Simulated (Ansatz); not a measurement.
A periodic structure is given below.

```
Si
1.0
     6.60254    0.00000    0.00000
     0.00000    6.60254    0.00000
     0.00000    0.00000    3.81673
Si
8
Direct
  0.67884 0.67884 0.44105
  0.82116 0.82116 0.94105
  0.32116 0.67884 0.55895
  0.17884 0.82116 0.05895
  0.17884 0.17884 0.94105
  0.32116 0.32116 0.44105
  0.82116 0.17884 0.05895
  0.67884 0.32116 0.55895
```

What crystal do these data define?

Answer. The element is silicon. The symmetry is that of I-42m (No. 121), on a body-centred tetragonal lattice. The cell holds eight atoms. The Si atoms are each bonded to four Si in a distorted tetrahedral arrangement at 2.33 to 2.40 Å. The bonds build a three-dimensional framework.

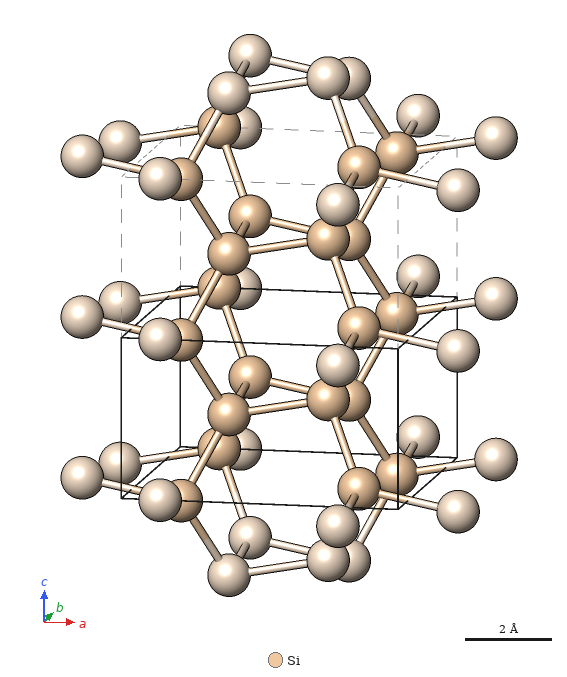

Drawn in the ball-and-stick manner and seen slightly off an axis. One conventional unit cell is drawn solid; the view covers 1×1×2 cells. Bonded atoms from the next cells complete the picture, in fainter colours. Colours: silicon light orange.

The cell started as a structure listed in the Materials Project. The cell was then strained or its atoms displaced on purpose. A calculation with Ansatz used it as input.

At this level of theory the run's own cell isn't at rest (forces up to 0.7 eV/Å), so its distances can differ from those at equilibrium, the more so the softer the solid.
